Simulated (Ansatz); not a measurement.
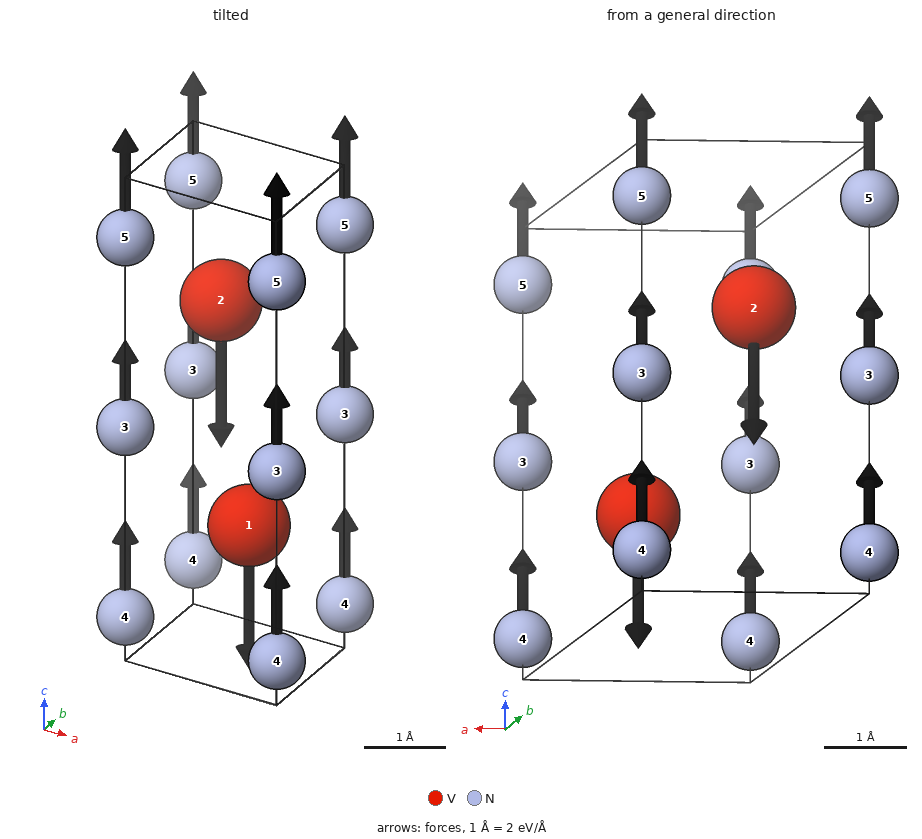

View slightly off an axis and from a general direction, drawn as a spheres-only model. The parallelepiped is the simulation cell. The arrows are the computed forces on the atoms.

System: V₂N₃. Setup: DFT PBEsol, scalar-relativistic, plane waves, PAW in Ansatz 0.2.0; E_cut = 420 eV, an 18×18×8 mesh of k-points, Gaussian smearing of 0.15 eV, no spin polarisation.

Is the structure at a minimum of the energy?

Answer. No. The atoms still feel forces of up to about 2.8 eV/Å, far above a usual threshold of 0.01 to 0.03 eV/Å.

Mean force by element?

Answer. Mean magnitudes: about V 2.8 eV/Å, N 1.8 eV/Å.

The cell started as a structure listed in the Materials Project. The cell was then strained or its atoms displaced on purpose. An electronic-structure calculation with Ansatz was run on it.
